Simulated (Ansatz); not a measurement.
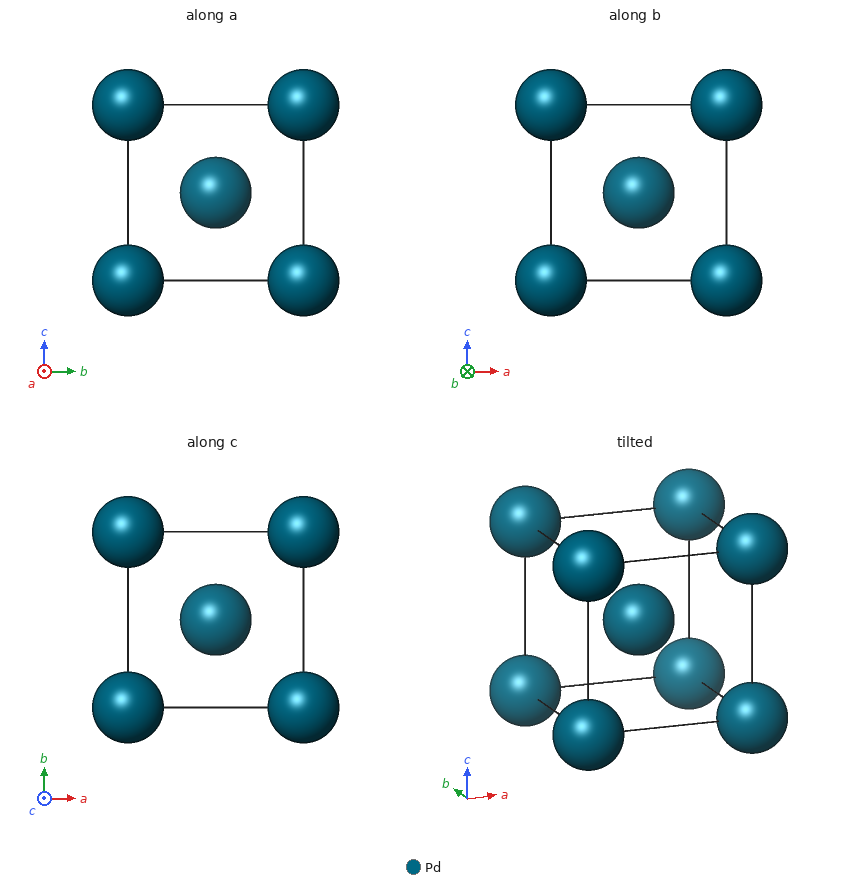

Structure drawing (spheres-only), viewed along the a axis, along the b axis, along the c axis and slightly off an axis. The wireframe shows the conventional unit cell.

Lattice parameters: a = 3.180 Å, b = 3.180 Å, c = 3.180 Å, α = 90.00°, β = 90.00°, γ = 90.00°.

### Give the atomic positions as a table of Wyckoff sites.

Space group Im-3m (No. 229).
| atom | site | x | y | z |
| --- | --- | --- | --- | --- |
| Pd | 2a | 0.0000 | 0.0000 | 0.0000 |

Provenance: a structure type filled with this element by a generator (whether the element takes this form wasn't checked). Earlier steps of the study may have refined or changed the cell and positions. Ansatz was used for an electronic-structure calculation on it.

At this level of theory the cell isn't at rest (stretched, at -6 GPa), so its distances can differ from those at equilibrium, the more so the softer the solid.
